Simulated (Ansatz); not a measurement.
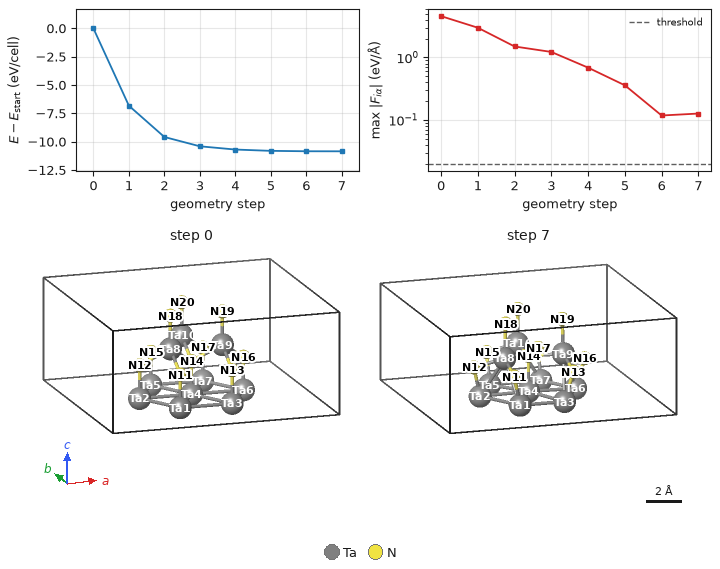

First and last geometry of a relaxation of a wire of composition TaN, with the history of the run. Style: ball-and-stick. Shown: the cell of the calculation, with the vacuum cut short, slightly off an axis.

Case: wire along [0 0 1], 20 atoms a period.

Level of theory: Ansatz, DFT PBE, scalar-relativistic, plane waves, PAW.

Input file:
```yaml
crystal:
  lattice:
    - [15.3, 0.0, 0.0]
    - [0.0, 14.8, 0.0]
    - [0.0, 0.0, 6.1049970274]
  atoms:
    - { symbol: Ta, position: [0.3969969755, 0.3155662825, 0.0305473929], spin: 0.9 }
    - { symbol: Ta, position: [0.293993951, 0.5, 0.0305473929], spin: 0.9 }
    - { symbol: Ta, position: [0.6030030245, 0.3155662825, 0.0305473929], spin: 0.9 }
    - { symbol: Ta, position: [0.5, 0.5, 0.0305473929], spin: 0.9 }
    - { symbol: Ta, position: [0.3969969755, 0.6844337175, 0.0305473929], spin: 0.9 }
    - { symbol: Ta, position: [0.706006049, 0.5, 0.0305473929], spin: 0.9 }
    - { symbol: Ta, position: [0.6030030245, 0.6844337175, 0.0305473929], spin: 0.9 }
    - { symbol: Ta, position: [0.3969969755, 0.4385220942, 0.5305473929], spin: 0.9 }
    - { symbol: Ta, position: [0.6030030245, 0.4385220942, 0.5305473929], spin: 0.9 }
    - { symbol: Ta, position: [0.5, 0.6229558116, 0.5305473929], spin: 0.9 }
    - { symbol: "N", position: [0.3969969755, 0.3155662825, 0.3544526071], spin: 0.3 }
    - { symbol: "N", position: [0.293993951, 0.5, 0.3544526071], spin: 0.3 }
    - { symbol: "N", position: [0.6030030245, 0.3155662825, 0.3544526071], spin: 0.3 }
    - { symbol: "N", position: [0.5, 0.5, 0.3544526071], spin: 0.3 }
    - { symbol: "N", position: [0.3969969755, 0.6844337175, 0.3544526071], spin: 0.3 }
    - { symbol: "N", position: [0.706006049, 0.5, 0.3544526071], spin: 0.3 }
    - { symbol: "N", position: [0.6030030245, 0.6844337175, 0.3544526071], spin: 0.3 }
    - { symbol: "N", position: [0.3969969755, 0.4385220942, 0.8544526071], spin: 0.3 }
    - { symbol: "N", position: [0.6030030245, 0.4385220942, 0.8544526071], spin: 0.3 }
    - { symbol: "N", position: [0.5, 0.6229558116, 0.8544526071], spin: 0.3 }
basis:
  ecutwfc: 420
kpoints:
  mp_grid: { grid: [1, 1, 9] }
hamiltonian:
  xc: pbe
scf:
  occupations: { method: gaussian, width: 0.05 }
  lower_state_search: "off"
output:
  forces: true
  stress: true
  eigenvalues: true
  populations: true
  write_density: true
  write_potential: true
  elf: true
  volumetric_format: npy
magnetization:
  spin_polarized: true
relax:
  adjacent_minimum: "off"
  f_tol: 0.02
  max_steps: 45
  cell: { fix: [a, b, alpha, beta, gamma], stress_tol: 0.03 }
```

Run as
```bash
ansatz run input.yaml --threads 4 --pin off --max-ram 11264MiB --backend cpu --events-out ev --progress --plain --runs-dir out
```

### Read the history and describe the run.

The run was cut off at its time limit before the relaxation converged, so the last structure is only a point on the way. The energy falls by 10.838 eV per cell of the calculation in 7 geometry steps. Largest force component: 4.6 eV/Å at the start, 0.13 eV/Å at the end. The largest move relative to the centre of the atoms is that of N14, 0.42 Å. By element the largest moves are N 0.42 Å, Ta 0.42 Å. Along the periodic axis the drawn cell goes c 6.105 → 5.762 Å (−5.6 %). Some distances before and after: Ta5–Ta10 3.554 → 2.915 Å, Ta1–Ta8 3.554 → 2.915 Å, Ta1–Ta3 3.152 → 2.693 Å, Ta4–Ta10 3.554 → 3.129 Å. Bond angles that change, for instance: N14–Ta8–N18 120.6° → 94.6°, Ta4–N14–Ta8 120.6° → 96.8°, Ta8–N14–Ta9 96.4° → 118.7°. The program noted that the starting moments weren't kept. The run took 32 min on 4 threads of Intel(R) Xeon(R) Processor @ 2.50GHz (Skylake/Cascade Lake) (shared host), peak memory 3.7 GiB.
